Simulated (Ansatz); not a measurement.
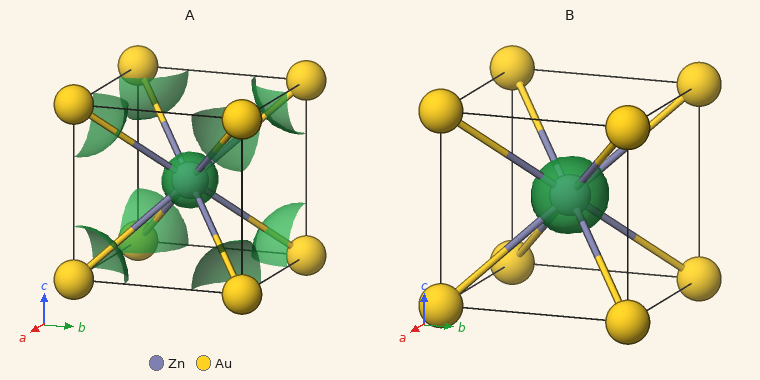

ZnAu: densities of the states in two energy windows, as isosurfaces (each at a level of its own) in the conventional cell.

Space group Pm-3m; the calculation finds a residual pressure of about 5 GPa at this fixed cell. Spin-orbit coupling, left out here, splits and shifts the levels of such heavy elements, by tenths of an eV up to several eV.

The calculation used DFT PBE, scalar-relativistic, plane waves, PAW in Ansatz 0.2.0.

Core electrons are frozen (PAW), so the fields are smoothed inside the atomic spheres.

Match the panels to the energy ranges (zero at the Fermi level): −10.7 to −7.1 eV and −7.1 to −3.6 eV.

Answer. Panel A: −7.1 to −3.6 eV, the middle third of the occupied valence band, mainly Au 5d (80 %) and Zn 3d (10 %).
Panel B: −10.7 to −7.1 eV, the lower third of the occupied valence band, mainly Zn 3d (80 %) and Au 5d (10 %).
The characters are Löwdin shares on a minimal set of atomic orbitals.
